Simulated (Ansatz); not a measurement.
ZnO: geometry relaxation (part 2 of 2)

ZnO (P6₃mc, 4 atoms in the cell); DFT r2SCAN, scalar-relativistic, plane waves, PAW, no spin polarisation (Ansatz 0.2.0); cutoff 500 eV, 9×9×6 k-mesh, Gaussian smearing of 0.02 eV. The structure derives from an entry of the Crystallography Open Database.

Geometry of the input (Å; fractional positions):
```
3.2493  0.0000  0.0000
-1.6247  2.8140  0.0000
0.0000  0.0000  5.2057
Zn 0.3333  0.6667  0.5000
Zn 0.6667  0.3333  0.0000
O  0.6667  0.3333  0.3790
O  0.3333  0.6667  0.8790
```

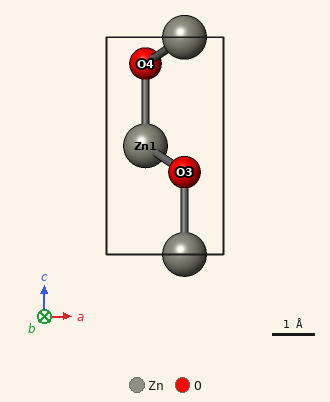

Figure 1. The geometry at step 2 of the log (ball-and-stick view of the cell of the calculation, along the b axis; atoms are numbered from 1 in the order of the input).

## The program's output, continued
```
SCF iter   1: F=—  HF=-7789.853044 eV  |F-HF|=—  |Δ(HF+E_count)|=         —  Δρ=6.93e-4  dr2=9.83e-5  dr2_τ=5.83e-4  ethr=2.73e-7  ⟨swp⟩=2.0  Hψ=5523  notcnv=0
preconditioner: auto → Resta (q_TF=auto, 2.608 Å⁻¹)  ε∞=6.8  [insulator: Δε(μ)=1.239 eV  Ē_g=13.505 eV  σ=0.020 eV  W_gap=1.00  n_scr=22 (ndim 8)  ℏωp=32.4 eV  f_vac=0.034  D(μ)=0.00/eV (n_scr^D=0)  ε∞_Penn≈6.8]
SCF iter   2: F=—  HF=-7789.853110 eV  |F-HF|=—  |Δ(HF+E_count)|=   6.63e-5  Δρ=3.21e-4  dr2=2.04e-5  dr2_τ=9.13e-7  ethr=2.73e-7  ⟨swp⟩=2.0  Hψ=1880  notcnv=0
SCF iter   3: F=—  HF=-7789.853109 eV  |F-HF|=—  |Δ(HF+E_count)|=   9.28e-7  Δρ=4.99e-5  dr2=7.12e-7  dr2_τ=8.11e-8  ethr=5.66e-8  ⟨swp⟩=2.0  Hψ=1634  notcnv=0
SCF iter   4: F=—  HF=-7789.853109 eV  |F-HF|=—  |Δ(HF+E_count)|=   3.33e-7  Δρ=2.02e-5  dr2=1.39e-7  dr2_τ=4.80e-9  ethr=1.98e-9  ⟨swp⟩=2.0  Hψ=1824  notcnv=0
SCF iter   5: F=—  HF=-7789.853109 eV  |F-HF|=—  |Δ(HF+E_count)|=   7.96e-8  Δρ=1.49e-5  dr2=6.43e-8  dr2_τ=1.20e-9  ethr=3.86e-10  ⟨swp⟩=2.0  Hψ=1824  notcnv=0
SCF iter   6: F=-7789.853109 eV  HF=-7789.853109 eV  |F-HF|=1.26e-9  |Δ(HF+E_count)|=   4.69e-8  Δρ=3.18e-6  dr2=5.06e-9  dr2_τ=1.58e-10  ethr=3.79e-11  ⟨swp⟩=5.6  Hψ=6887  notcnv=0
SCF 4 converged in 6 iterations: F = -7789.853109 eV  dr2 = 5.06e-9
relax step   4: F+E_penalty+E_count = -7789.85310916 eV  Δ(F+E_penalty+E_count) = -5.445e-5 eV  max|allowed force component| = 7.520e-4 eV/Å  Δτ_max = 0.0024 Å  P = +0.030 GPa  Ω = 47.228 Å³  energy of the carried Pulay correction = +2.355e-4 eV  (6 SCF iters, dr2 threshold 1.36e-8 eV, accepted)
Crystal: 4 atoms, lattice volume = 47.237 Å³
iter 1 solved again at ethr=5.95e-9 eV; its pass at ethr=3.10e-3 eV (dr2=2.14e-6 eV) is discarded
SCF iter   1: F=—  HF=-7789.853104 eV  |F-HF|=—  |Δ(HF+E_count)|=         —  Δρ=1.01e-4  dr2=2.13e-6  dr2_τ=1.23e-5  ethr=5.95e-9  ⟨swp⟩=2.0  Hψ=5508  notcnv=0
preconditioner: auto → Resta (q_TF=auto, 2.608 Å⁻¹)  ε∞=6.8  [insulator: Δε(μ)=1.237 eV  Ē_g=13.504 eV  σ=0.020 eV  W_gap=1.00  n_scr=22 (ndim 8)  ℏωp=32.4 eV  f_vac=0.035  D(μ)=0.00/eV (n_scr^D=0)  ε∞_Penn≈6.8]
SCF iter   2: F=—  HF=-7789.853106 eV  |F-HF|=—  |Δ(HF+E_count)|=   2.53e-6  Δρ=4.84e-5  dr2=4.79e-7  dr2_τ=1.95e-8  ethr=5.91e-9  ⟨swp⟩=2.0  Hψ=1888  notcnv=0
SCF iter   3: F=—  HF=-7789.853106 eV  |F-HF|=—  |Δ(HF+E_count)|=   1.14e-8  Δρ=1.48e-5  dr2=6.88e-8  dr2_τ=8.66e-9  ethr=1.33e-9  ⟨swp⟩=2.0  Hψ=1824  notcnv=0
SCF iter   4: F=—  HF=-7789.853106 eV  |F-HF|=—  |Δ(HF+E_count)|=   8.61e-9  Δρ=5.15e-6  dr2=8.15e-9  dr2_τ=6.04e-10  ethr=1.91e-10  ⟨swp⟩=2.0  Hψ=1823  notcnv=0
SCF iter   5: F=-7789.853106 eV  HF=-7789.853106 eV  |F-HF|=1.30e-9  |Δ(HF+E_count)|=   8.69e-9  Δρ=2.29e-6  dr2=2.57e-9  dr2_τ=1.71e-10  ethr=2.09e-11  ⟨swp⟩=6.9  Hψ=6097  notcnv=0
SCF 5 converged in 5 iterations: F = -7789.853106 eV  dr2 = 2.57e-9
relax step   5: F+E_penalty+E_count = -7789.85310611 eV  Δ(F+E_penalty+E_count) = +3.054e-6 eV  max|allowed force component| = 9.980e-5 eV/Å  Δτ_max = 0.0003 Å  P = +0.001 GPa  Ω = 47.237 Å³  energy of the carried Pulay correction = +2.294e-4 eV  (5 SCF iters, dr2 threshold 7.51e-9 eV, accepted)
Initial wavefunctions: pseudopotential atomic-orbital guess (no wavefunctions were taken with the density)
iter 1 solved again at ethr=1.63e-7 eV; its pass at ethr=3.10e-3 eV (dr2=5.88e-5 eV) is discarded
SCF iter   1: F=—  HF=-7789.852865 eV  |F-HF|=—  |Δ(HF+E_count)|=         —  Δρ=2.67e-5  dr2=5.27e-8  dr2_τ=1.04e-7  ethr=1.63e-7  ⟨swp⟩=3.0  Hψ=7702  notcnv=0
preconditioner: auto → Resta (q_TF=auto, 2.608 Å⁻¹)  ε∞=6.8  [insulator: Δε(μ)=1.238 eV  Ē_g=13.505 eV  σ=0.020 eV  W_gap=1.00  n_scr=22 (ndim 8)  ℏωp=32.4 eV  f_vac=0.035  D(μ)=0.00/eV (n_scr^D=0)  ε∞_Penn≈6.8]
SCF iter   2: F=—  HF=-7789.852865 eV  |F-HF|=—  |Δ(HF+E_count)|=   4.23e-7  Δρ=1.73e-5  dr2=3.97e-8  dr2_τ=7.98e-9  ethr=1.46e-10  ⟨swp⟩=2.0  Hψ=1856  notcnv=0
SCF iter   3: F=—  HF=-7789.852865 eV  |F-HF|=—  |Δ(HF+E_count)|=   1.87e-8  Δρ=3.51e-6  dr2=1.33e-9  dr2_τ=5.50e-10  ethr=1.10e-10  ⟨swp⟩=2.0  Hψ=1823  notcnv=0
SCF iter   4: F=—  HF=-7789.852865 eV  |F-HF|=—  |Δ(HF+E_count)|=   4.21e-9  Δρ=6.78e-7  dr2=2.09e-10  dr2_τ=1.08e-11  ethr=3.71e-12  ⟨swp⟩=2.0  Hψ=1929  notcnv=0
SCF iter   5: F=—  HF=-7789.852865 eV  |F-HF|=—  |Δ(HF+E_count)|=  3.38e-10  Δρ=5.05e-7  dr2=7.79e-11  dr2_τ=1.16e-11  ethr=1.00e-12  ⟨swp⟩=6.0  Hψ=5461  notcnv=0
SCF iter   6: F=-7789.852865 eV  HF=-7789.852865 eV  |F-HF|=2.73e-12  |Δ(HF+E_count)|=  1.36e-11  Δρ=1.98e-7  dr2=7.50e-12  dr2_τ=9.94e-13  ethr=1.00e-12  ⟨swp⟩=5.5  Hψ=4789  notcnv=0
SCF 6 converged in 6 iterations: F = -7789.852865 eV  dr2 = 7.50e-12
relax step   6: F+E_penalty+E_count = -7789.85286529 eV  Δ(F+E_penalty+E_count) = +2.408e-4 eV  max|allowed force component| = 6.653e-5 eV/Å  Δτ_max = 0.0000 Å  P = +0.001 GPa  Ω = 47.237 Å³  stress off target by 3.32e-3 GPa  SCF on the basis re-selected at this cell (its energy is not comparable with the rows above)  (6 SCF iters)
basis re-selected at this cell: Δ(F+E_penalty+E_count) = +2.408e-4 eV, ΔP = -0.000 GPa vs the last step (what re-selecting the basis moved, of the pressure what is left beyond the Pulay correction that the steps carried, after the strain that the cell walked since its last selection, with what the two solves' SCF thresholds leave and, on support functions, any second-order correction that the steps lacked; it is no measure of the basis error at this ecutwfc). This SCF's stress stands 3.32e-3 GPa from its target on what of the cell is left free (relax.cell.stress_tol is 5.00e-2 GPa) and its largest allowed force component is 6.65e-5 eV/Å (relax.f_tol is 5.00e-3 eV/Å): within both
SCF converged after 6 iterations
Free energy (F): -7789.852865 eV
Harris-Foulkes:  -7789.852865 eV  (|F-HF|=2.73e-12)
Internal energy: -7789.852865 eV  (E = F + TS)
E sigma→0 (E₀):  -7789.852865 eV
Fermi energy:    7.588187 eV
--- Per-component energies (eV) ---
  E_band       = 49.662203
  E_kinetic    = 612.816844
  E_local      = -4005.915616  (includes V_loc(G=0)·N_el)
  E_nonlocal   = 1342.600738
  E_hartree    = 1653.178387
  E_xc         = -392.762643
  E_vxc        = -315.765125  (∫ρ·V_xc dr)
  E_paw        = -4029.069899  (= ΣΔE_a)
  E_vpaw       = -909.580226  (= ΣTr[D̂ρ^β])
  E_aug_tail   = 0.001863  (compensation charges beyond the density's cutoff)
  E_vtau       = 19.147061  (kinetic-family band-sum trace: ∫τ·v_τ [+ j·A + Jᵃ·Aᵃ] dr)
  E_ewald      = -2970.273419
  E_core_change = -0.429119  (= ΣΔE_core)
  E_smearing   = -0.000000  (= −TS)
  E_closure    = -0.000000  (closes the sum)
  Σ components = -7789.852865   (vs F -7789.852865, Δ=0.00e0)
--- Forces (eV/Å), atoms counted from 1 ---
  atom   1  Zn     0.00000000     0.00000000     0.00000333
  atom   2  Zn    -0.00000000    -0.00000000     0.00000333
  atom   3  O      0.00000000     0.00000000     0.00013639
  atom   4  O     -0.00000000    -0.00000000     0.00013639
  max |Σ_I F_I| component: 2.79e-4 eV/Å
--- Stress (GPa, compression-positive) ---
       -0.000717       0.000000      -0.000000
        0.000000      -0.000717       0.000000
       -0.000000       0.000000       0.003320
  P = ⅓ Tr σ = 0.0006 GPa (0.006 kbar)
--- Band table (eV; the first three rows and the last of 48) ---
  k-point 0: bands = ["-12.1578", "-11.4585", "1.1138", "1.1138", "1.1695", "1.2385", "1.3207", "1.3207", "2.3811", "2.3811", "2.5891", "2.5891", "2.8639", "6.1539", "6.1539", "6.8734", "6.9693", "6.9693", "8.2069", "12.8574", "15.8010", "20.7381"]
  k-point 1: bands = ["-12.1132", "-11.5077", "1.1186", "1.1210", "1.1217", "1.1217", "1.3001", "1.3001", "2.4000", "2.4000", "2.5809", "2.5809", "3.1815", "6.2098", "6.2098", "6.3727", "6.9161", "6.9161", "8.7993", "12.5843", "16.0441", "20.7390"]
  k-point 2: bands = ["-11.9897", "-11.6402", "0.9633", "1.0129", "1.1474", "1.1474", "1.2495", "1.2495", "2.4482", "2.4482", "2.5536", "2.5536", "3.8884", "5.5632", "6.3616", "6.3616", "6.7696", "6.7696", "9.8313", "11.8756", "16.7257", "19.2801"]
  k-point 47: bands = ["-11.3246", "-11.3246", "1.1380", "1.1380", "1.3439", "1.3439", "1.9233", "1.9233", "2.3872", "2.3872", "2.9042", "2.9042", "3.2179", "3.2179", "4.2277", "4.2277", "5.6794", "5.6794", "15.4971", "15.4971", "15.7011", "15.7011"]
--- Relaxed structure (5 steps of the walk, 5 accepted, 1 SCFs on fresh bases) ---
  F+E_penalty+E_count = -7789.85286529 eV   max|allowed force component| = 6.653e-5 eV/Å   (the final SCF, on the basis selected at the relaxed cell)
  cell:  # Å, volume = 47.2373 Å³
    - [3.23520476060691, -4.086683771740269e-33, -4.604714109003119e-34]
    - [-1.617602380303455, 2.8017695091299375, -1.6948742843739277e-19]
    - [-1.3832253867448316e-33, -3.1354210245666794e-19, 5.211358950775856]
  atoms:
    - { symbol: Zn, position: [0.33333333333333337, 0.6666666666666667, 0.49969113923593306] }
    - { symbol: Zn, position: [0.6666666666666667, 0.33333333333333337, -0.00030886076406692615] }
    - { symbol: O, position: [0.6666666666666667, 0.33333333333333337, 0.379318860764067] }
    - { symbol: O, position: [0.33333333333333337, 0.6666666666666667, 0.8793188607640668] }
```

## Trajectory as extended XYZ (Å, eV, eV/Å), 6 frames, from step=1 to step=6
```
4
Lattice="3.2493 0.0000 0.0000 -1.6247 2.8140 0.0000 0.0000 0.0000 5.2057" Properties=species:S:1:pos:R:3:forces:R:3 step=1 energy=-7789.85054 pressure_GPa=-1.12
Zn    0.0000    1.8760    2.6029    0.0000   0.0000  -0.0699
Zn    1.6247    0.9380    0.0000    0.0000   0.0000  -0.0699
O     1.6247    0.9380    1.9730    0.0000   0.0000   0.0700
O     0.0000    1.8760    4.5759    0.0000   0.0000   0.0700
4
Lattice="3.2416 0.0000 0.0000 -1.6208 2.8073 0.0000 0.0000 0.0000 5.2098" Properties=species:S:1:pos:R:3:forces:R:3 step=2 energy=-7789.85228 pressure_GPa=-0.54
Zn    0.0000    1.8716    2.6055    0.0000   0.0000  -0.0498
Zn    1.6208    0.9358    0.0006    0.0000   0.0000  -0.0498
O     1.6208    0.9358    1.9740    0.0000   0.0000   0.0498
O     0.0000    1.8716    4.5789    0.0000   0.0000   0.0498
4
Lattice="3.2335 0.0000 0.0000 -1.6168 2.8003 0.0000 0.0000 0.0000 5.2162" Properties=species:S:1:pos:R:3:forces:R:3 step=3 energy=-7789.85305 pressure_GPa=0.02
Zn    0.0000    1.8669    2.6086    0.0000   0.0000  -0.0147
Zn    1.6168    0.9334    0.0005    0.0000   0.0000  -0.0147
O     1.6168    0.9334    1.9765    0.0000   0.0000   0.0148
O     0.0000    1.8669    4.5846    0.0000   0.0000   0.0148
4
Lattice="3.2354 0.0000 0.0000 -1.6177 2.8020 0.0000 0.0000 0.0000 5.2096" Properties=species:S:1:pos:R:3:forces:R:3 step=4 energy=-7789.85311 pressure_GPa=0.03
Zn    0.0000    1.8680    2.6028    0.0000   0.0000   0.0008
Zn    1.6177    0.9340   -0.0019    0.0000   0.0000   0.0008
O     1.6177    0.9340    1.9764    0.0000   0.0000  -0.0007
O     0.0000    1.8680    4.5812    0.0000   0.0000  -0.0007
4
Lattice="3.2352 0.0000 0.0000 -1.6176 2.8018 0.0000 0.0000 0.0000 5.2114" Properties=species:S:1:pos:R:3:forces:R:3 step=5 energy=-7789.85311 pressure_GPa=0.00
Zn    0.0000    1.8678    2.6041    0.0000   0.0000   0.0000
Zn    1.6176    0.9339   -0.0016    0.0000   0.0000   0.0000
O     1.6176    0.9339    1.9768    0.0000   0.0000   0.0002
O     0.0000    1.8678    4.5824    0.0000   0.0000   0.0002
4
Lattice="3.2352 0.0000 0.0000 -1.6176 2.8018 0.0000 0.0000 0.0000 5.2114" Properties=species:S:1:pos:R:3:forces:R:3 step=6 energy=-7789.85286 pressure_GPa=0.00
Zn    0.0000    1.8678    2.6041    0.0000   0.0000   0.0000
Zn    1.6176    0.9339   -0.0016    0.0000   0.0000   0.0000
O     1.6176    0.9339    1.9768    0.0000   0.0000   0.0001
O     0.0000    1.8678    4.5824    0.0000   0.0000   0.0001
```

## Results in brief

```csv
quantity,value
outcome,converged
space group (tolerance 0.01 Å),P6₃mc (186)
electrons treated,36
free energy,−7789.8529 eV
Fermi energy,7.588 eV
gap on the k-point mesh,1.24 eV
pressure,0.00 GPa
final volume,47.24 Å³
largest force (length of the vector) at the end,under 0.001 eV/Å
final cell,"a = 3.235 Å, b = 3.235 Å, c = 5.211 Å, α = 90.00°, β = 90.00°, γ = 120.00°"
hardware,"2 threads of Intel Xeon (Sapphire Rapids), 192 GiB of memory available, shared host"
wall time,44 s (CPU time 84 s)
peak memory,0.54 GiB
```
